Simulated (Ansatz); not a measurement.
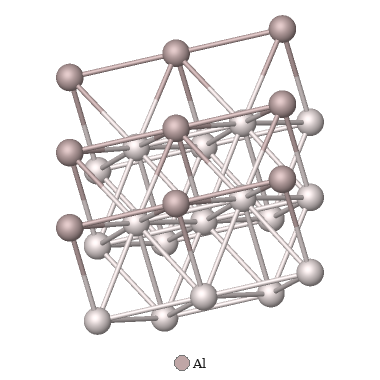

The system is Au on an Al(110) slab cut from the Fm-3m phase, its upper half relaxed before the scan (16 atoms of substrate and one adsorbate in a 2 × 2 cell); the picture shows it without the atoms that are moved over the map. Au is moved over the surface cell at a fixed height above a rigid substrate; the origin of the map has the adsorbate above Al13; the height is held at 3.00 Å. Places are given modulo a cell vector. The map is drawn in real space over the plane of the surface. The grid has 6 × 8 points; 20 points were computed and 28 follow by symmetry. Places are given in fractions of the 1 × 1 surface cell. Energies: eV, counted from the lowest grid point. The runs have no spin polarisation, so an open-shell adsorbate far from the surface lies too high. At a fixed height the lowest place need not be the adsorption site. Level of theory: Ansatz 0.2.0, DFT PBE+D3(BJ), scalar-relativistic, plane waves, PAW. Settings: cutoff 420 eV, k-mesh 5×4×1, gaussian smearing 0.1 eV, no spin polarisation.

Range: position of Au17 along the first surface vector from 0.000 to 0.833; position of Au17 along the second surface vector from 0.000 to 0.875.

Question: Predict the map.

Answer: The lowest grid point is at the top site over a surface Al atom, (0/6, 0/8) of the cell vectors. No other kind of well shows on this grid. The highest grid point, a fourfold hollow over a second-layer Al atom, (3/6, 4/8) of the cell vectors, lies 0.473 eV above the lowest. On the interpolated surface the easiest way out of the lowest well to its copy in the next cell or period passes a barrier of about 0.12 eV. At the lowest point the adsorbate has 1 Al at 3.00 Å as nearest neighbours, at the highest 4 Al at 3.87 Å.

```csv
"second ↓, first →",0/6,1/6,2/6,3/6,4/6,5/6
7/8,0.052,0.080,0.137,0.167,0.137,0.080
6/8,0.183,0.209,0.262,0.291,0.262,0.209
5/8,0.321,0.344,0.393,0.419,0.393,0.344
4/8,0.380,0.402,0.448,0.473,0.448,0.402
3/8,0.321,0.344,0.393,0.419,0.393,0.344
2/8,0.183,0.209,0.262,0.291,0.262,0.209
1/8,0.052,0.080,0.137,0.167,0.137,0.080
0/8,0.000,0.028,0.086,0.117,0.086,0.028
```

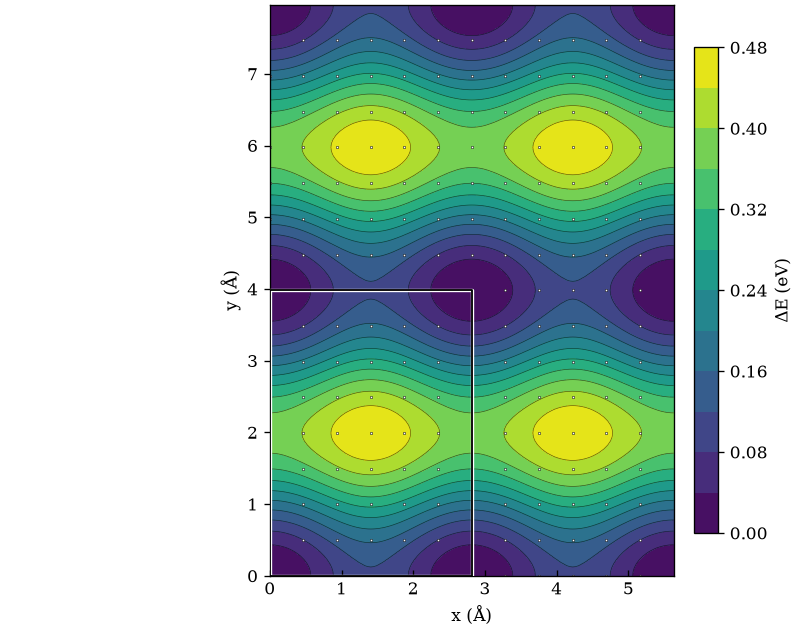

The picture shows filled contours, dots at the grid points, the outline of one cell of the 2 × 2 shown. Between grid points the surface is interpolated.

Time for the 20 points that were run: 7.7 min on 1 thread of Intel(R) Xeon(R) 6975P-C (Granite Rapids), on a shared host.
